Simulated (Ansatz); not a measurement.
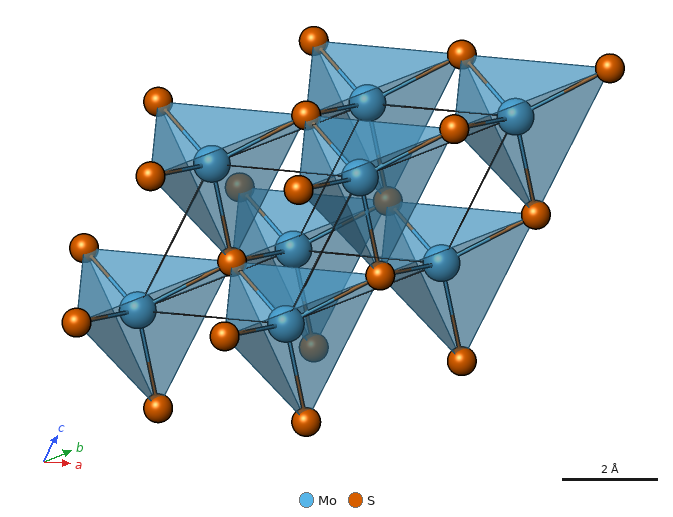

View from a general direction, drawn as a polyhedral model. Thin lines show the simulation cell, with boundary atoms drawn in all their periodic places. Some neighbours outside the box are added.

The program read this input:
```yaml
crystal:
  lattice:
    - [0.0, 2.6688155122, 2.6688155122]
    - [2.6688155122, 0.0, 2.6688155122]
    - [2.6688155122, 2.6688155122, 0.0]
  atoms:
    - { symbol: Mo, position: [0.0, 0.0, 0.0], spin: 3.0 }
    - { symbol: S, position: [0.25, 0.25, 0.25] }
basis:
  ecutwfc: 500
  ecutrho_ratio: 4
kpoints:
  mp_grid: { grid: [12, 12, 12] }
hamiltonian:
  xc: r2scan
scf:
  occupations: { method: gaussian, width: 0.05 }
output:
  forces: true
  stress: true
  eigenvalues: true
  populations: true
magnetization:
  spin_polarized: true
```
Run as:
```sh
ansatz run input.yaml --threads 2 --pin off --max-ram 2662MiB --backend cpu --events-out ev --progress --plain --runs-dir out
```

The calculation: DFT r2SCAN, scalar-relativistic, plane waves, PAW (Ansatz 0.2.0), with plane waves up to 500 eV, a 12×12×12 k-point grid, Gaussian smearing of 0.05 eV, collinear spins.

Question: What is the band gap, if any?

Answer: A metal: bands cross the Fermi level.

Question: State the hydrostatic pressure.

Answer: The computed pressure is 1.5 GPa (compressed: it would expand).

Question: Is the state spin-polarised?

Answer: Yes: the net moment is 1.2 μB and the absolute magnetisation 1.3 μB for the cell drawn.

Its origin is a structure type filled with these elements by a generator (whether the compound takes this form wasn't checked). Earlier steps of the study, as a rule a relaxation of our own, may have changed the cell and positions, so they can lie some per cent off the listed ones. It was run through Ansatz as a DFT input.
